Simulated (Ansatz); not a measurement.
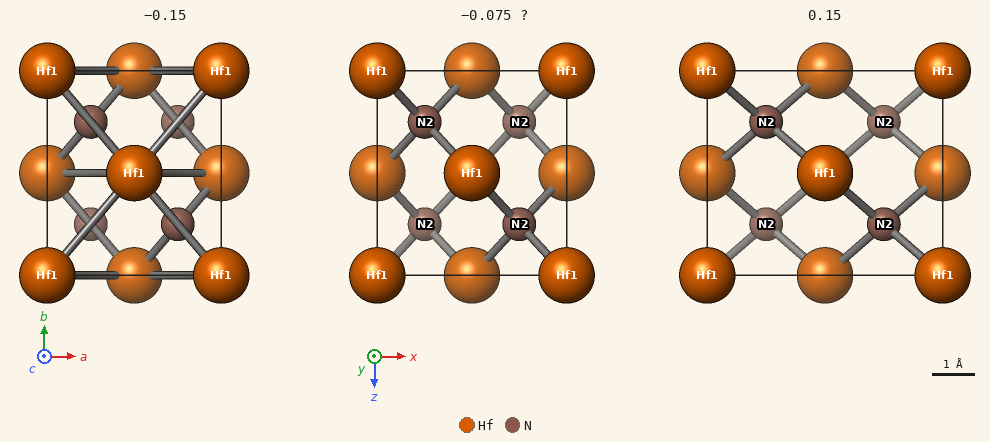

A scan of crystalline HfN (F-43m): the cell is strained along x alone, with the atoms kept at their fractional coordinates. x, y and z are the Cartesian axes of the input. Style: ball-and-stick. Shown: the conventional cell (4 times the calculation's cell), along the c axis. Lengths and directions refer to the drawn axes.

All numbers below come from Ansatz 0.2.0, DFT r2SCAN, scalar-relativistic, plane waves, PAW. Settings: plane-wave cutoff 500 eV; k-point mesh 22 × 22 × 22; occupations gaussian; smearing width 0.15 eV; no spin polarisation. Energies (free energies at the smearing named) are counted from the relaxed crystal.

```json
{"strain": "−0.1500", "energy change (meV/atom)": "349"}
{"strain": "−0.1125", "energy change (meV/atom)": "194"}
{"strain": "−0.0750", "energy change (meV/atom)": "?"}
{"strain": "0.0000", "energy change (meV/atom)": "0"}
{"strain": "0.0375", "energy change (meV/atom)": "19"}
{"strain": "0.1125", "energy change (meV/atom)": "165"}
{"strain": "0.1500", "energy change (meV/atom)": "283"}
```

Question: Estimate the missing energy from the other rows, and compare with the calculation.

Answer: A straight line between the two neighbours gives 129 meV/atom. A cubic through the four nearest rows (−0.1500, −0.1125, 0.0000, 0.0375) gives, with Lagrange weights, (−0.3000)(349) + (1.0000)(194) + (0.5000)(0) + (−0.2000)(19) = 86 meV/atom. The calculation gives 85 meV/atom, so the cubic is 1 meV/atom too high and the straight line 44 meV/atom too high, as the curve bends upwards here.

The whole profile:

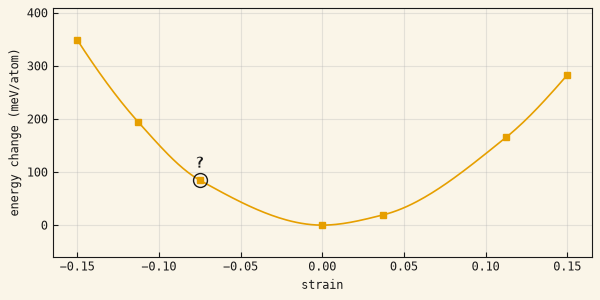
